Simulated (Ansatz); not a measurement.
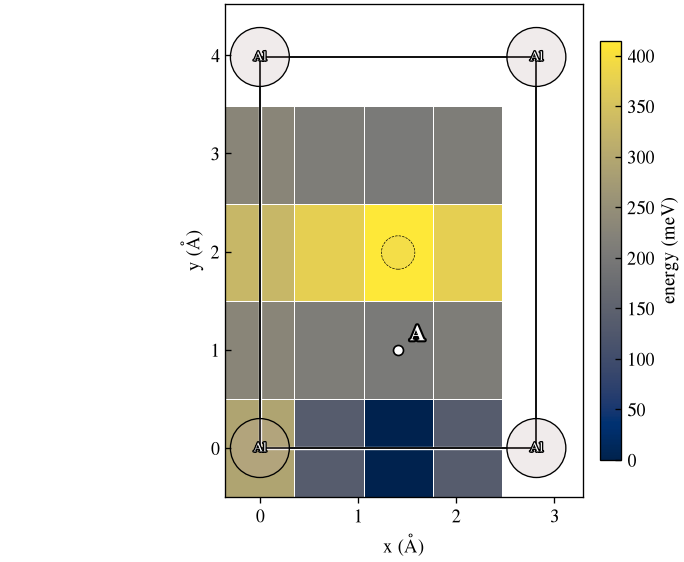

Cu on an Al(110) slab cut from the Fm-3m phase, its upper half relaxed before the scan (16 atoms of substrate and one adsorbate in a 2 × 2 cell). Cu is moved over the surface cell at a fixed height above a rigid substrate; the origin of the map has the adsorbate above Al13; the height is held at 2.20 Å. Places are given modulo a cell vector. The map is drawn in real space over the plane of the surface. The grid has 4 × 4 points; 9 points were computed and 7 follow by symmetry. Places are given in fractions of the 1 × 1 surface cell. All energies are given in meV relative to the lowest grid point. The runs have no spin polarisation, so an open-shell adsorbate far from the surface lies too high. At a fixed height the lowest place need not be the adsorption site. Theory: Ansatz 0.2.0, DFT PBE+D3(BJ), scalar-relativistic, plane waves, PAW. Settings: cutoff 420 eV, k-mesh 5×4×1, gaussian smearing 0.1 eV, no spin polarisation.

In the figure: one coloured cell a grid point, labelled circles for the atoms of the top layer and small ones for the second layer, the outline of one cell of the plane, the point A.

### Is A at rest? If not, where is it pushed?

A, at (2/4, 1/4) of the cell vectors, is not a stationary point. The computed force is 0.36 eV/Å in the plane, pointing down in the picture (components 0.00 and −0.36 eV/Å).

PAW datasets: the set soft_1.
